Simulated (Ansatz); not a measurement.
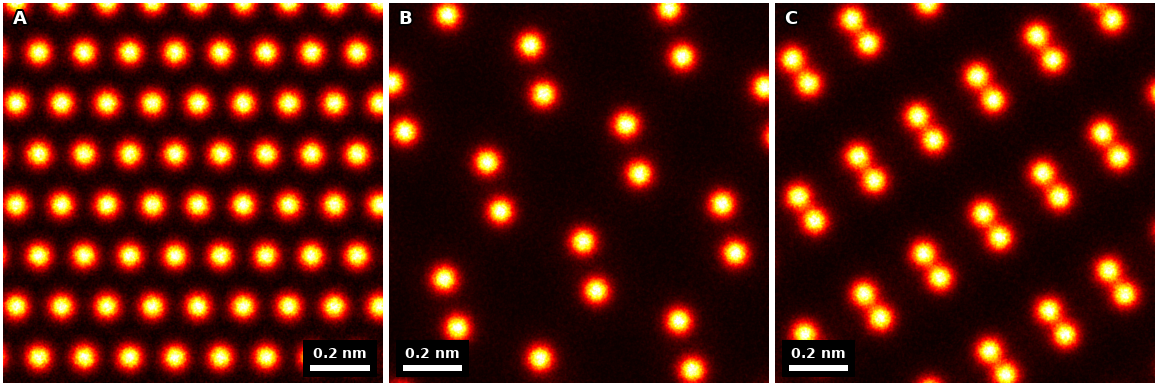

Three views of Tl (Fd-3m, No. 227) along different zone axes. Simulation: incoherent imaging, intensity Z^1.7 per atom, probe width 0.68 Å, thin sample. The probe carries 25 % of its weight in a tail 2.5 times as wide. Shot noise was added. Structure: the geometry relaxed with DFT, r2SCAN, plane waves (500 eV) with PAW, scalar-relativistic (Ansatz); the starting structure was generated, so it need not be a known form of this composition.

```cif
data_structure
_symmetry_space_group_name_H-M 'Fd-3m:1'
_symmetry_Int_Tables_number 227
_cell_length_a 6.9544
_cell_length_b 6.9544
_cell_length_c 6.9544
_cell_angle_alpha 90.000
_cell_angle_beta 90.000
_cell_angle_gamma 90.000
_cell_volume 336.34
loop_
_atom_site_label
_atom_site_type_symbol
_atom_site_symmetry_multiplicity
_atom_site_Wyckoff_symbol
_atom_site_fract_x
_atom_site_fract_y
_atom_site_fract_z
_atom_site_occupancy
Tl1 Tl 8 b 0.25000 0.25000 0.75000 1
```

Question: Match the panels to the zone axes [110], [210] and [211].

Answer: A is [210]: projected cell 1.56 × 1.90 Å, 114°, plane group c2mm. B is [110]: projected cell 4.26 × 4.26 Å, 109°, plane group c2mm. C is [211]: projected cell 2.46 × 4.02 Å, 90°, plane group p2mm.
